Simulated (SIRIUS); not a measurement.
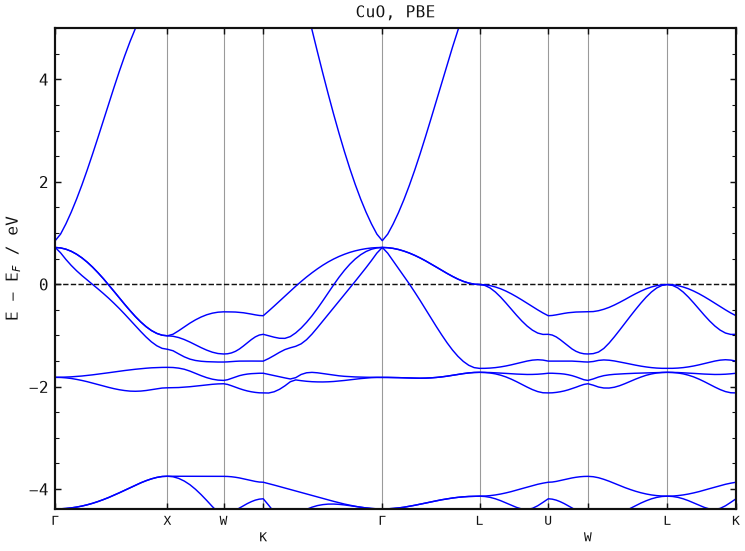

Band structure. Energies are counted from the Fermi level. The path runs straight from each named point to the next.

Question: Which Bravais lattice do the labels of the path belong to?

Answer: A face-centred cubic lattice: the path Γ–X–W–K–Γ–L–U–W–L–K runs through the special points of its Brillouin zone.

Structure: zincblende CuO, space group F-43m, 2 atoms in the primitive cell; cubic a = 4.655 Å.

Computed with SIRIUS: PBE, all-electron FP-LAPW, no spin polarisation, no spin-orbit coupling, 10×10×10 k mesh, Fermi-Dirac smearing of 0.05 eV.

Question: Does this material conduct, going by its bands?

Answer: A metal: 3 bands cross the Fermi level along this path.

An odd number of electrons without spin polarisation forces a metal; a magnetic or distorted state may lie lower. The run has no spin polarisation, though such a crystal can be magnetic. Semilocal functionals often make such compounds metallic where correlation or magnetic order opens a gap, which also shifts bond lengths. The usual form of CuO is monoclinic. The cell was built from a pattern and not relaxed, so its bond lengths can be off.
